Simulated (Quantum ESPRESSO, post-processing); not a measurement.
# Thickness dependence of 1T-ZrSe2, part 7 of 7

Wanted: polarisability and band edges of 1T-ZrSe2, layer by layer.

Quantum ESPRESSO 7.5; plane-wave DFT, PBE, GBRV ultrasoft pseudopotentials.

So far. Step 10 (Variable-cell relaxation, 2 layers):  The last row is no step: it is a fresh SCF in the final cell with a new plane-wave basis, +0 meV from the row before. Step 14 (Potential by pp.x, 2 layers): The slope in the vacuum is 0.100 eV/Å for an applied 0.10 V/Å, as it should be.

## (15) Bands along a path, 2 layers: no field

File n2.f0.bands.in:

```
&control
  prefix = 'n2.f0.bands'
  outdir = './out'
  pseudo_dir = './pseudo'
  calculation = 'bands'
  tefield = .true.
  dipfield = .true.
/
&system
  ibrav = 0
  nat = 6
  ntyp = 2
  ecutwfc = 40
  ecutrho = 200
  occupations = 'smearing'
  smearing = 'fd'
  degauss = 0.004
  edir = 3
  emaxpos = 0.97
  eopreg = 0.04
  eamp = 0.0
  nbnd = 28
/
&electrons
  conv_thr = 1e-07
  mixing_beta = 0.4
  electron_maxstep = 120
  mixing_mode = 'local-TF'
/
ATOMIC_SPECIES
  Se  78.9710  se_pbe_v1.uspp.F.UPF
  Zr  91.2240  zr_pbe_v1.uspp.F.UPF
CELL_PARAMETERS angstrom
  3.75568674100000 0.00000000000000 0.00000000000000
  -1.87784337100000 3.25252012600000 0.00000000000000
  0.00000000000000 0.00000000000000 27.22669233200000
ATOMIC_POSITIONS crystal
  Se  0.666666666700 0.333333333300 0.330112590800
  Zr  0.000000000000 0.000000000000 0.388605764500
  Se  0.333333333300 0.666666666700 0.446989840900
  Se  0.666666666700 0.333333333300 0.553010159100
  Zr  0.000000000000 0.000000000000 0.611394235500
  Se  0.333333333300 0.666666666700 0.669887409200
K_POINTS crystal_b
4
  0.0000000000 0.0000000000 0.0000000000 12
  0.5000000000 0.0000000000 0.0000000000 12
  0.3333333333 0.3333333333 0.0000000000 12
  0.0000000000 0.0000000000 0.0000000000 1
```

Run with:

```console
$ cp -r out/n2.f0.save out/n2.f0.bands.save
$ cp out/n2.f0.xml out/n2.f0.bands.xml
$ OMP_NUM_THREADS=1 mpirun -n 4 pw.x -nk 4 -in n2.f0.bands.in > n2.f0.bands.out
```

The log of the run:

```text
[banner, memory and clock lines left out]
Program PWSCF v.7.5 starts

          URL

     Presently no symmetry can be used with electric field

     Atomic positions and unit cell read from directory:
     ./out/n2.f0.bands.save/

     G-vector sticks info

     bravais-lattice index     =            0
     lattice parameter (alat)  =       7.0972  a.u.
     unit-cell volume          =    2244.4030 (a.u.)^3
     number of atoms/cell      =            6
     number of atomic types    =            2
     number of electrons       =        48.00
     number of Kohn-Sham states=           28
     kinetic-energy cutoff     =      40.0000  Ry
     charge density cutoff     =     200.0000  Ry
     Exchange-correlation= SLA  PW   PBE  PBE
                           (   1   4   3   4   0   0   0)

     celldm(1)=   7.097219  celldm(2)=   0.000000  celldm(3)=   0.000000
     celldm(4)=   0.000000  celldm(5)=   0.000000  celldm(6)=   0.000000

     crystal axes: (cart. coord. in units of alat)
               a(1) = (   1.000000   0.000000   0.000000 )
               a(2) = (  -0.500000   0.866025   0.000000 )
               a(3) = (   0.000000   0.000000   7.249458 )

     reciprocal axes: (cart. coord. in units 2 pi/alat)
               b(1) = (  1.000000  0.577350 -0.000000 )
               b(2) = (  0.000000  1.154701  0.000000 )
               b(3) = (  0.000000 -0.000000  0.137941 )

     PseudoPot. # 1 for Se read from file:
     ./pseudo/se_pbe_v1.uspp.F.UPF
     Pseudo is Ultrasoft + core correction, Zval =  6.0
     Generated by new atomic code, or converted to UPF format
     Using radial grid of  877 points,  6 beta functions with:
                l(1) =   0
                l(2) =   0
                l(3) =   1
                l(4) =   1
                l(5) =   2
                l(6) =   2
     Q(r) pseudized with  8 coefficients,  rinner =    1.300   1.300   1.300
                                                       1.300   1.300

     PseudoPot. # 2 for Zr read from file:
     ./pseudo/zr_pbe_v1.uspp.F.UPF
     Pseudo is Ultrasoft + core correction, Zval = 12.0
     Generated by new atomic code, or converted to UPF format
     Using radial grid of  887 points,  6 beta functions with:
                l(1) =   0
                l(2) =   0
                l(3) =   1
                l(4) =   1
                l(5) =   2
                l(6) =   2
     Q(r) pseudized with  6 coefficients,  rinner =    1.200   1.200   1.200
                                                       1.200   1.200

     atomic species   valence    mass     pseudopotential
     Se                6.00    78.97100     Se( 1.00)
     Zr               12.00    91.22400     Zr( 1.00)

     No symmetry found

   Cartesian axes

     site n.     atom                  positions (alat units)
         1        Se     tau(   1) = (   0.5000000   0.2886751   2.3931373  )
         2        Zr     tau(   2) = (   0.0000000   0.0000000   2.8171811  )
         3        Se     tau(   3) = (  -0.0000000   0.5773503   3.2404340  )
         4        Se     tau(   4) = (   0.5000000   0.2886751   4.0090238  )
         5        Zr     tau(   5) = (   0.0000000   0.0000000   4.4322767  )
         6        Se     tau(   6) = (  -0.0000000   0.5773503   4.8563205  )

     number of k points=    37  Fermi-Dirac smearing, width (Ry)=  0.0040
                       cart. coord. in units 2pi/alat
        k(    1) = (   0.0000000   0.0000000   0.0000000), wk =   0.0540541
        k(    2) = (   0.0416667   0.0240563   0.0000000), wk =   0.0540541
        k(    3) = (   0.0833333   0.0481125   0.0000000), wk =   0.0540541
        k(    4) = (   0.1250000   0.0721688   0.0000000), wk =   0.0540541
        k(    5) = (   0.1666667   0.0962250   0.0000000), wk =   0.0540541
        k(    6) = (   0.2083333   0.1202813   0.0000000), wk =   0.0540541
        k(    7) = (   0.2500000   0.1443376   0.0000000), wk =   0.0540541
        k(    8) = (   0.2916667   0.1683938   0.0000000), wk =   0.0540541
        k(    9) = (   0.3333333   0.1924501   0.0000000), wk =   0.0540541
        k(   10) = (   0.3750000   0.2165064   0.0000000), wk =   0.0540541
        k(   11) = (   0.4166667   0.2405626   0.0000000), wk =   0.0540541
        k(   12) = (   0.4583333   0.2646189   0.0000000), wk =   0.0540541
        k(   13) = (   0.5000000   0.2886751   0.0000000), wk =   0.0540541
        k(   14) = (   0.4861111   0.3127314   0.0000000), wk =   0.0540541
        k(   15) = (   0.4722222   0.3367877   0.0000000), wk =   0.0540541
        k(   16) = (   0.4583333   0.3608439   0.0000000), wk =   0.0540541
        k(   17) = (   0.4444444   0.3849002   0.0000000), wk =   0.0540541
        k(   18) = (   0.4305556   0.4089564   0.0000000), wk =   0.0540541
        k(   19) = (   0.4166667   0.4330127   0.0000000), wk =   0.0540541
        k(   20) = (   0.4027778   0.4570690   0.0000000), wk =   0.0540541
        k(   21) = (   0.3888889   0.4811252   0.0000000), wk =   0.0540541
        k(   22) = (   0.3750000   0.5051815   0.0000000), wk =   0.0540541
        k(   23) = (   0.3611111   0.5292377   0.0000000), wk =   0.0540541
        k(   24) = (   0.3472222   0.5532940   0.0000000), wk =   0.0540541
        k(   25) = (   0.3333333   0.5773503   0.0000000), wk =   0.0540541
        k(   26) = (   0.3055556   0.5292377   0.0000000), wk =   0.0540541
        k(   27) = (   0.2777778   0.4811252   0.0000000), wk =   0.0540541
        k(   28) = (   0.2500000   0.4330127   0.0000000), wk =   0.0540541
        k(   29) = (   0.2222222   0.3849002   0.0000000), wk =   0.0540541
        k(   30) = (   0.1944444   0.3367877   0.0000000), wk =   0.0540541
        k(   31) = (   0.1666667   0.2886751   0.0000000), wk =   0.0540541
        k(   32) = (   0.1388889   0.2405626   0.0000000), wk =   0.0540541
        k(   33) = (   0.1111111   0.1924501   0.0000000), wk =   0.0540541
        k(   34) = (   0.0833333   0.1443376   0.0000000), wk =   0.0540541
        k(   35) = (   0.0555556   0.0962250   0.0000000), wk =   0.0540541
        k(   36) = (   0.0277778   0.0481125   0.0000000), wk =   0.0540541
        k(   37) = (   0.0000000   0.0000000   0.0000000), wk =   0.0540541

     Dense  grid:   106911 G-vectors     FFT dimensions: (  32,  32, 240)

     Smooth grid:    76845 G-vectors     FFT dimensions: (  30,  30, 216)

     The potential is recalculated from file :
     ./out/n2.f0.bands.save/charge-density

     negative rho (up, down):  1.245E-01 0.000E+00

     Adding external electric field

     Computed dipole along edir(3) :
        Dipole               -0.0000 Ry au,         -0.0001 Debye
        Dipole field         -0.0000 Ry au,

[...]
-11.8827 -11.7937 -11.4779 -11.4119  -4.2528  -4.2130  -3.1339  -2.7418
    -2.2458  -2.1668  -2.1665  -2.0295  -1.4931  -0.8162  -0.7817  -0.5620
     0.7409   0.8568   3.0597   3.0621

          k = 0.4861 0.3127 0.0000 (  9624 PWs)   bands (ev):

   -49.0245 -49.0244 -27.1701 -27.1700 -27.0420 -27.0418 -27.0158 -27.0157
   -11.8796 -11.7909 -11.4784 -11.4132  -4.2440  -4.2051  -3.1351  -2.7505
    -2.2426  -2.1663  -2.1655  -2.0309  -1.4826  -0.8471  -0.8103  -0.6141
     0.7817   0.9016   3.0565   3.0589

          k = 0.4722 0.3368 0.0000 (  9590 PWs)   bands (ev):

   -49.0244 -49.0244 -27.1686 -27.1685 -27.0417 -27.0416 -27.0187 -27.0186
   -11.8701 -11.7824 -11.4798 -11.4168  -4.2175  -4.1816  -3.1389  -2.7760
    -2.2339  -2.1645  -2.1616  -2.0331  -1.4547  -0.9863  -0.8334  -0.7528
     0.8876   1.0196   3.0481   3.0503

          k = 0.4583 0.3608 0.0000 (  9590 PWs)   bands (ev):

   -49.0243 -49.0242 -27.1661 -27.1660 -27.0413 -27.0412 -27.0235 -27.0234
   -11.8548 -11.7688 -11.4822 -11.4229  -4.1738  -4.1427  -3.1453  -2.8155
    -2.2220  -2.1578  -2.1550  -2.0324  -1.4184  -1.1865  -0.9439  -0.8668
     1.0293   1.1795   3.0366   3.0389

          k = 0.4444 0.3849 0.0000 (  9606 PWs)   bands (ev):

   -49.0242 -49.0241 -27.1626 -27.1625 -27.0408 -27.0407 -27.0299 -27.0298
   -11.8340 -11.7505 -11.4855 -11.4312  -4.1134  -4.0890  -3.1545  -2.8652
    -2.2107  -2.1474  -2.1419  -2.0262  -1.4158  -1.3845  -1.1578  -0.9159
     1.1862   1.3561   3.0234   3.0280

          k = 0.4306 0.4090 0.0000 (  9608 PWs)   bands (ev):

   -49.0240 -49.0239 -27.1582 -27.1581 -27.0402 -27.0401 -27.0377 -27.0377
   -11.8087 -11.7284 -11.4896 -11.4417  -4.0372  -4.0212  -3.1662  -2.9200
    -2.2040  -2.1448  -2.1159  -2.0137  -1.6517  -1.4059  -1.3271  -0.9821
     1.3482   1.5342   3.0074   3.0199

          k = 0.4167 0.4330 0.0000 (  9613 PWs)   bands (ev):

   -49.0238 -49.0237 -27.1530 -27.1529 -27.0468 -27.0467 -27.0396 -27.0394
   -11.7797 -11.7036 -11.4944 -11.4541  -3.9462  -3.9403  -3.1799  -2.9751
    -2.2151  -2.1641  -2.0843  -1.9948  -1.8643  -1.5839  -1.3294  -1.0653
     1.5112   1.7053   2.9854   3.0135

          k = 0.4028 0.4571 0.0000 (  9609 PWs)   bands (ev):

   -49.0235 -49.0235 -27.1469 -27.1468 -27.0568 -27.0567 -27.0389 -27.0388
   -11.7482 -11.6775 -11.4997 -11.4682  -3.8474  -3.8421  -3.1944  -3.0263
    -2.3022  -2.2373  -2.0585  -1.9765  -1.9700  -1.7160  -1.3320  -1.1635
     1.6740   1.8643   2.9540   2.9915

          k = 0.3889 0.4811 0.0000 (  9627 PWs)   bands (ev):

   -49.0233 -49.0232 -27.1402 -27.1401 -27.0673 -27.0672 -27.0382 -27.0381
   -11.7159 -11.6518 -11.5052 -11.4832  -3.7439  -3.7269  -3.2088  -3.0699
    -2.4835  -2.3795  -2.0363  -1.9684  -1.9409  -1.7678  -1.3492  -1.2734
     1.8358   2.0071   2.9128   2.9144

          k = 0.3750 0.5052 0.0000 (  9627 PWs)   bands (ev):

   -49.0231 -49.0230 -27.1329 -27.1328 -27.0780 -27.0780 -27.0376 -27.0375
   -11.6842 -11.6290 -11.5107 -11.4982  -3.6320  -3.6037  -3.2220  -3.1029
    -2.6841  -2.5587  -1.9973  -1.9330  -1.9103  -1.7664  -1.3903  -1.3789
     1.9951   2.1278   2.8164   2.8649

          k = 0.3611 0.5292 0.0000 (  9655 PWs)   bands (ev):

   -49.0230 -49.0229 -27.1250 -27.1249 -27.0886 -27.0886 -27.0371 -27.0370
   -11.6553 -11.6125 -11.5155 -11.5111  -3.5145  -3.4790  -3.2344  -3.1214
    -2.8708  -2.7405  -1.9459  -1.8978  -1.8819  -1.7424  -1.5080  -1.4149
     2.1460   2.2186   2.7245   2.8109

          k = 0.3472 0.5533 0.0000 (  9653 PWs)   bands (ev):

   -49.0229 -49.0228 -27.1167 -27.1166 -27.0988 -27.0987 -27.0368 -27.0367
   -11.6313 -11.6069 -11.5188 -11.5186  -3.3987  -3.3701  -3.2514  -3.1165
    -3.0227  -2.9016  -1.8906  -1.8699  -1.8615  -1.7120  -1.6163  -1.4467
     2.2689   2.2717   2.6632   2.7483

          k = 0.3333 0.5774 0.0000 (  9663 PWs)   bands (ev):

   -49.0228 -49.0228 -27.1082 -27.1082 -27.1078 -27.1078 -27.0367 -27.0366
   -11.6143 -11.6143 -11.5201 -11.5200  -3.3195  -3.3195  -3.2852  -3.0900
    -3.0899  -2.9911  -1.8575  -1.8574  -1.8551  -1.6844  -1.6843  -1.4601
     2.2874   2.3172   2.6808   2.6808

          k = 0.3056 0.5292 0.0000 (  9643 PWs)   bands (ev):

   -49.0230 -49.0229 -27.1229 -27.1228 -27.0902 -27.0901 -27.0372 -27.0371
   -11.6541 -11.6024 -11.5234 -11.5210  -3.4791  -3.4307  -3.2522  -3.1140
    -2.9147  -2.7703  -1.9659  -1.9106  -1.8722  -1.6535  -1.5796  -1.4035
     2.2286   2.2469   2.5514   2.8539

          k = 0.2778 0.4811 0.0000 (  9629 PWs)   bands (ev):

   -49.0236 -49.0235 -27.1313 -27.1312 -27.0723 -27.0722 -27.0389 -27.0388
   -11.7106 -11.6073 -11.5495 -11.5398  -3.5737  -3.5513  -3.2628  -3.0709
    -2.6569  -2.4740  -2.0586  -1.9844  -1.9521  -1.6676  -1.3806  -1.2669
     2.1197   2.1543   2.4430   2.7480

          k = 0.2500 0.4330 0.0000 (  9611 PWs)   bands (ev):

   -49.0245 -49.0245 -27.1318 -27.1317 -27.0557 -27.0557 -27.0411 -27.0410
   -11.7831 -11.6162 -11.6005 -11.5937  -3.5659  -3.5537  -3.2884  -3.0205
    -2.4443  -2.2031  -2.1286  -1.9980  -1.9812  -1.7301  -1.1582  -1.0853
     2.0260   2.0346   2.3467   2.6429

          k = 0.2222 0.3849 0.0000 (  9583 PWs)   bands (ev):

   -49.0260 -49.0259 -27.1240 -27.1239 -27.0497 -27.0496 -27.0352 -27.0351
   -11.8813 -11.6862 -11.6616 -11.6240  -3.4670  -3.4664  -3.2692  -2.9876
    -2.4658  -2.0963  -2.0515  -1.9039  -1.8525  -1.7704  -0.9311  -0.8731
     1.8884   1.9564   2.2514   2.5377

          k = 0.1944 0.3368 0.0000 (  9585 PWs)   bands (ev):

   -49.0277 -49.0276 -27.1086 -27.1085 -27.0546 -27.0544 -27.0212 -27.0211
   -12.0107 -11.8109 -11.7170 -11.6293  -3.4501  -3.2818  -3.0787  -2.9553
    -2.6448  -2.1249  -1.9535  -1.7444  -1.6393  -1.6329  -0.7220  -0.6405
     1.7754   1.8808   2.1680   2.4227

          k = 0.1667 0.2887 0.0000 (  9581 PWs)   bands (ev):

   -49.0297 -49.0296 -27.0870 -27.0869 -27.0611 -27.0610 -27.0081 -27.0080
   -12.1628 -11.9562 -11.7617 -11.6319  -3.4835  -3.1199  -2.9561  -2.8436
    -2.6011  -2.2386  -1.8419  -1.6326  -1.3665  -1.3633  -0.5633  -0.4040
     1.7091   1.8222   2.1116   2.2994

          k = 0.1389 0.2406 0.0000 (  9545 PWs)   bands (ev):

   -49.0318 -49.0317 -27.0683 -27.0681 -27.0614 -27.0613 -26.9968 -26.9967
   -12.3217 -12.1084 -11.7975 -11.6325  -3.5794  -3.0933  -2.9848  -2.6652
    -2.2580  -2.2262  -1.7297  -1.5410  -1.0478  -1.0271  -0.4915  -0.1933
     1.6882   1.7894   2.0782   2.1782

          k = 0.1111 0.1925 0.0000 (  9565 PWs)   bands (ev):

   -49.0339 -49.0338 -27.0753 -27.0750 -27.0346 -27.0345 -26.9876 -26.9875
   -12.4723 -12.2537 -11.8261 -11.6318  -3.7397  -3.1556  -2.8988  -2.5616
    -2.0884  -2.0646  -1.4147  -1.3368  -0.7017  -0.6591  -0.5298  -0.0463
     1.6942   1.7723   2.0245   2.0586

          k = 0.0833 0.1443 0.0000 (  9569 PWs)   bands (ev):

   -49.0357 -49.0356 -27.0815 -27.0813 -27.0096 -27.0095 -26.9804 -26.9803
   -12.6022 -12.3800 -11.8484 -11.6305  -3.9067  -3.2615  -2.7166  -2.4445
    -2.0572  -2.0408  -0.9279  -0.9106  -0.6586  -0.3491  -0.2857   0.0109
     1.7038   1.7498   1.9024   1.9207

          k = 0.0556 0.0962 0.0000 (  9561 PWs)   bands (ev):

   -49.0371 -49.0370 -27.0864 -27.0861 -26.9892 -26.9892 -26.9754 -26.9753
   -12.7018 -12.4774 -11.8644 -11.6293  -4.0423  -3.3634  -2.4770  -2.3046
    -2.0925  -2.0599  -0.9313  -0.4287  -0.2985  -0.0217  -0.0124   0.0692
     1.6888   1.6967   1.7298   1.7537

          k = 0.0278 0.0481 0.0000 (  9553 PWs)   bands (ev):

   -49.0380 -49.0379 -27.0895 -27.0893 -26.9760 -26.9759 -26.9723 -26.9723
   -12.7644 -12.5387 -11.8742 -11.6284  -4.1289  -3.4332  -2.2292  -2.1850
    -2.1238  -2.0868  -1.1765  -0.1406   0.1169   0.1851   0.2468   0.3377
     1.5675   1.5829   1.5966   1.6071

          k = 0.0000 0.0000 0.0000 (  9541 PWs)   bands (ev):

   -49.0383 -49.0382 -27.0906 -27.0904 -26.9713 -26.9713 -26.9713 -26.9713
   -12.7857 -12.5597 -11.8774 -11.6281  -4.1586  -3.4577  -2.1363  -2.1363
    -2.0985  -2.0985  -1.3085  -0.1495   0.3235   0.3235   0.4468   0.4468
     1.4984   1.4984   1.5171   1.5171

     XML data file, pseudopotentials, collected wavefunctions

                                        0.00s GPU  (     634 calls)
```

Wall time 2.4 min (4 MPI ranks of Arm Neoverse N1, shared host); peak memory 0.46 GiB; 9.6 min of CPU time.

Numbers from this step:

- dipole along the normal: -2.08e-5 e·Å
- valence top, on the run's zero: 0.4468 eV
- conduction bottom, on the run's zero: 0.7409 eV
- gap by band count: 0.2942 eV

Band numbers count within the set of bands kept for display. The electronic bands at the labelled points (eV, zero at the highest filled level of the SCF mesh; v1 is the highest filled band, c1 the lowest empty one):

| point | v4 | v3 | v2 | v1 | c1 | c2 | c3 | c4 |
| --- | --- | --- | --- | --- | --- | --- | --- | --- |
| Γ | -0.12 | -0.12 | 0.00 | 0.00 | 1.05 | 1.05 | 1.07 | 1.07 |
| M | -1.94 | -1.26 | -1.23 | -1.01 | 0.29 | 0.41 | 2.61 | 2.62 |
| K | -2.30 | -2.13 | -2.13 | -1.91 | 1.84 | 1.87 | 2.23 | 2.23 |
| Γ | -0.12 | -0.12 | 0.00 | 0.00 | 1.05 | 1.05 | 1.07 | 1.07 |

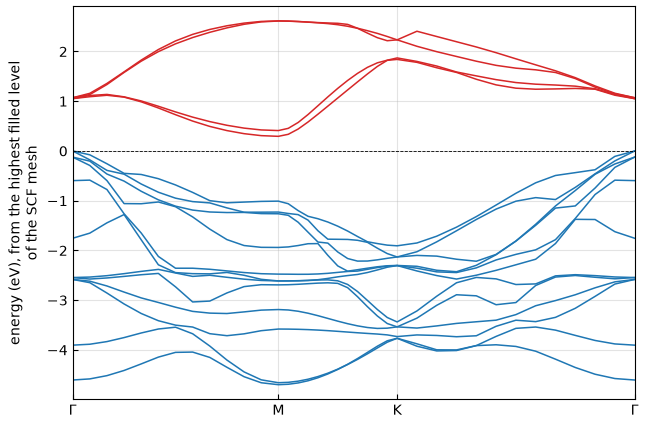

Electronic bands along the path; lines of filled and empty bands in two colours.

Along this path the valence top lies at Γ and the conduction bottom at M.

## (16) Polarisability from the dipole between 0 and 0.1 V/A, 2 layers

Read from the output:

| Item | Value |
| --- | --- |
| polarisability a cell | 10.64 Å³ |
| sheet polarisability 4πα/A | 10.94 Å |

Table of change of the potential energy, second field less first by z:

| z (Å) | change of the potential energy, second field less first (eV) |
| --- | --- |
| 0 | -0.407 |
| 2 | -0.614 |
| 4 | -0.414 |
| 6 | -0.215 |
| 8 | -0.0471 |
| 10 | -0.0236 |
| 12 | -0.0162 |
| 14 | 0.00739 |
| 16 | 0.0177 |
| 18 | 0.0234 |
| 20 | 0.0992 |
| 22 | 0.292 |
| 24 | 0.492 |
| 26 | 0.692 |

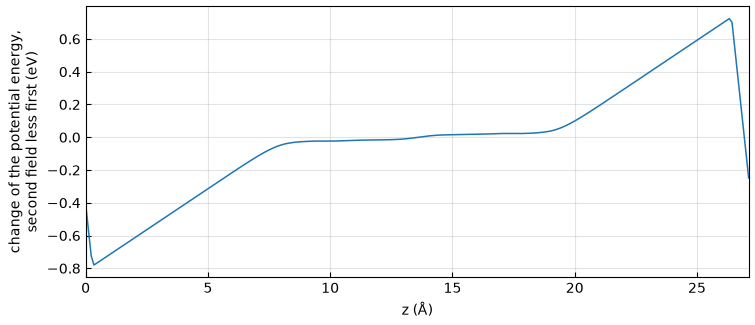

Change of the potential energy, second field less first, plotted against z.

## (17) The series side by side

All levels:

| level | sheet polarisability (Å) | gap without a field (eV) | vacuum over the valence top of the mesh (eV) | CPU time (s) |
| --- | --- | --- | --- | --- |
| 1 layer | 5.245 | 0.3977 | 5.534 | 268.3 |
| 2 layers | 10.94 | 0.2942 | 5.509 | 939 |

## (18) By hand

From 1 to 2 layers, over the growth of the distance between the outermost mean planes: (10.943 − 5.245) Å / 6.068 Å = 0.939 = 1 − 1/ε, so ε = 16.4.

## (19) Summary of results

```
4πα/A of 1 layer                         : 5.24 Å
gap along the path, 1 layer              : 0.40 eV
Kohn-Sham ionisation potential, 1 layer  : 5.53 eV
4πα/A of 2 layers                        : 10.94 Å
gap along the path, 2 layers             : 0.29 eV
Kohn-Sham ionisation potential, 2 layers : 5.51 eV
```

What this shows: The sheet polarisability 4πα/A grows as 5.24 and 10.94 Å for 1 and 2 layers (PBE, GBRV ultrasoft). The last layer adds 6.07 Å between the outermost mean planes and 5.70 Å of 4πα/A; 1 − 1/ε = 0.939 gives ε = 16.4 along the normal; with the gap closing from layer to layer this is no constant of the bulk. The gap runs 0.40 and 0.29 eV. Relaxed under PBE-D3(BJ), the lattice constant goes from 3.763 to 3.756 Å. For one layer the induced dipoles at +0.1 and −0.1 V/Å differ in size by 0.1 %, which is SCF noise. The nearest atoms of neighbouring layers lie 3.61 Å apart. With 1 − 1/ε so near one, ε is touchy: 0.1 Å more spacing would give ε = 13.1. One stacking was chosen. The ions are clamped in the field. Semilocal gaps are too small and shrink less with thickness than quasiparticle gaps, which also feel the screening by neighbours. Spin-orbit coupling is left out; depending on the atoms that carry the levels of interest, it can split and shift them by tens to hundreds of meV.

[Logs are printed without paths, hosts, clocks, repeated set-up lines and the standing remarks that a program may print on its own settings, such as how far it seeks lower states.]

[Hosts, paths, dates, database ids (printed as entryN), source tags and the programs' standing remarks are cut or masked in the printed files.]

[Maps of the electrostatic potential energy from Ansatz leave out the sawtooth potential of an applied field or a dipole correction, so their vacuum need not be flat; planar profiles and work functions include it.]
